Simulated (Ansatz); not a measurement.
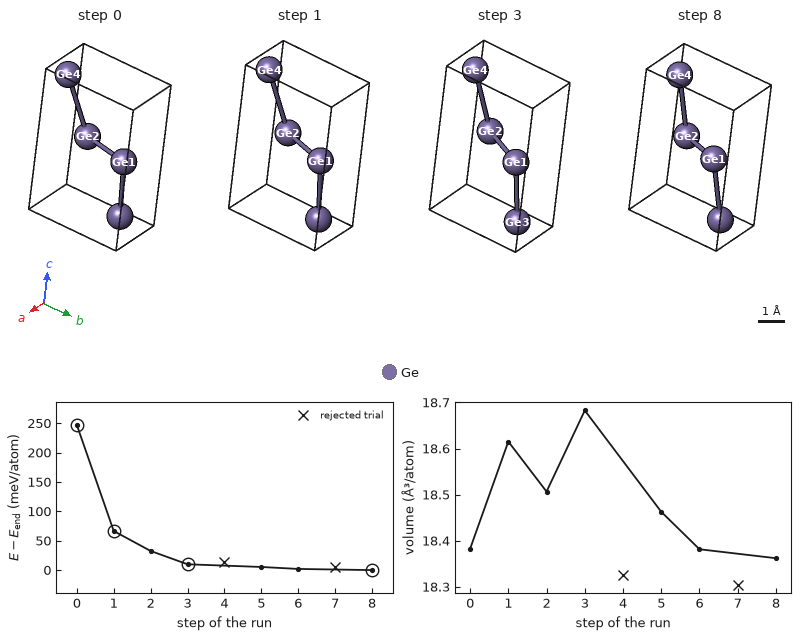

Frames of a relaxation of solid Ge (set up in P1), marked on the history of the run. The picture is a ball-and-stick view of the cell of the calculation, reduced to other axes, seen slightly off an axis. Lengths and directions refer to the drawn axes.

Case: all atoms moved at random, sigma 0.25 Å for each component; relaxed back.

All numbers below come from Ansatz, DFT PBEsol, scalar-relativistic, plane waves, PAW.

The input:
```yaml
crystal:
  lattice:
    - [0.0, 2.851113337, 4.9366879309]
    - [2.6120665645, 0.0, 4.9366879309]
    - [2.6120665645, 2.851113337, 0.0]
  atoms:
    - { symbol: Ge, position: [0.7232683693, 0.8206330294, 0.1380315392] }
    - { symbol: Ge, position: [0.2617085642, 0.2026684153, 0.7373306765] }
    - { symbol: Ge, position: [0.2142847825, 0.8032153221, 0.2981293884] }
    - { symbol: Ge, position: [0.800738284, 0.1734832332, 0.826508396] }
basis:
  ecutwfc: 420
kpoints:
  mp_grid: { grid: [10, 10, 10] }
hamiltonian:
  xc: pbesol
scf:
  occupations: { method: gaussian, width: 0.15 }
output:
  forces: true
  stress: true
  eigenvalues: true
relax:
  adjacent_minimum: "off"
  f_tol: 0.01
  max_steps: 80
  cell: { stress_tol: 0.1 }
```

Launched with:
```bash
ansatz run input.yaml --threads 2 --pin off --max-ram 5120MiB --backend cpu --events-out ev --progress --plain --runs-dir out
```

### What happens along the run?

The run was cut off at its time limit before the relaxation converged, so the last structure is only a point on the way. After 6 accepted moves (8 points after the start) the energy has fallen by 247 meV per atom. The largest force component goes from 2.8 to 0.03 eV/Å. Pressure: 9.41 GPa at the start and 0.07 GPa at the end. The line search rejected the trial steps at points 4, 7 of the run. Ge4 moves most relative to the cell: 0.48 Å roughly along [−1 1 0]. The drawn cell changes as follows: a 3.867 → 3.864 Å (−0.1 %), b 3.867 → 3.866 Å (0.0 %), c 5.585 → 5.584 Å (0.0 %), α 108.4° → 108.2°, β 108.4° → 108.8°, γ 95.0° → 94.7°; the volume changes by −0.1 %. Near-neighbour distances that change, for instance: Ge3–Ge4 3.197 → 2.602 Å, Ge3–Ge4 (another image) 2.547 → 3.090 Å, Ge1–Ge4 3.562 → 3.051 Å, Ge1–Ge2 2.490 → 2.957 Å. Bond angles that change, for instance: Ge1–Ge4–Ge2 138.5° → 111.0°, Ge3–Ge1–Ge4 140.3° → 117.2°, Ge2–Ge1–Ge4 81.7° → 62.7°. Within 0.06 Å the space group is P1 at the start and C2/m at the end; at a tighter tolerance small leftover displacements or strains of the cell lower it. From step 0 to 1: Ge3 moves most (0.19 Å), volume +1.3 %, energy −181 meV per atom. From step 1 to 3: Ge atoms move most (0.22 Å), volume +0.4 %, energy −56.6 meV per atom. From step 3 to 8: Ge1 moves most (0.26 Å), volume −1.7 %, energy −9.9 meV per atom.
